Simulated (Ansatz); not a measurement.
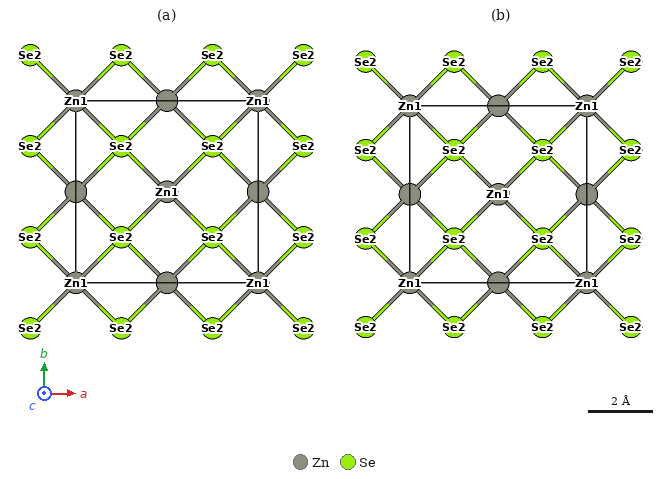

The structure of crystalline ZnSe (set up in F-43m) before (left) and after (right) a relaxation, at one scale.

The picture is a ball-and-stick view of the conventional cell (4 times the calculation's cell), seen along the c axis. Lengths and directions refer to the drawn axes.

Case: relaxed at 6 GPa.

Theory: DFT PBE, scalar-relativistic, plane waves, PAW (Ansatz). Settings: plane-wave cutoff 420 eV; k-point mesh 8 × 8 × 8; occupations fixed; target pressure 6 GPa; no spin polarisation; cell and atoms relaxed; force threshold 0.001 eV/Å; at most 60 steps.

**Describe what moved and what it gained.**

After 3 accepted moves (4 points after the start) the energy has risen by 67.6 meV per cell of the calculation. With the target pressure of 6 GPa, the enthalpy E + pV changes by −78.9 meV per cell of the calculation. All forces vanish by symmetry, so only the cell relaxes. Pressure: 0.01 GPa at the start and 5.99 GPa at the end. At 1 point the geometry stayed and the basis and grid were re-selected for the new cell (energy shift of 1.2 meV per cell of the calculation at most each time). The atoms keep their places relative to the cell (all moves are under 0.005 Å). The volume changes by −8.3 %, with a = b = c 5.733 → 5.569 Å (−2.8 %). Among the contacts that change: Zn1–Se2 2.482 → 2.412 Å. The space group stays F-43m (No. 216).
